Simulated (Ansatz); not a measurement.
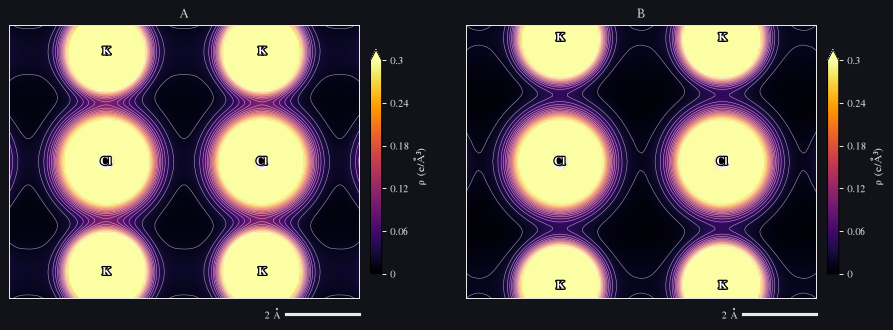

KCl. The valence charge density (pseudo) of two cells that differ in size and shape, on the (11̄0) plane of each (indices in the axes of the calculation cell), at one length scale and on one colour scale: B has 34.0 Å³ an atom and A 27.8.

Level of theory: DFT r2SCAN, scalar-relativistic, plane waves, PAW (Ansatz 0.2.0).

Core electrons are frozen (PAW), and the valence fields are smoothed inside the atomic spheres.

### What does the compression do to the bonding and the properties?

From the larger cell to the smaller, K–Cl goes from 3.41 to 3.03 Å, and the density at its midpoint from 0.05 to 0.11 e/Å³; the pressure goes from −1.1 to 2.9 GPa; the Kohn–Sham gap goes from 5.5 eV to 6.3 eV.
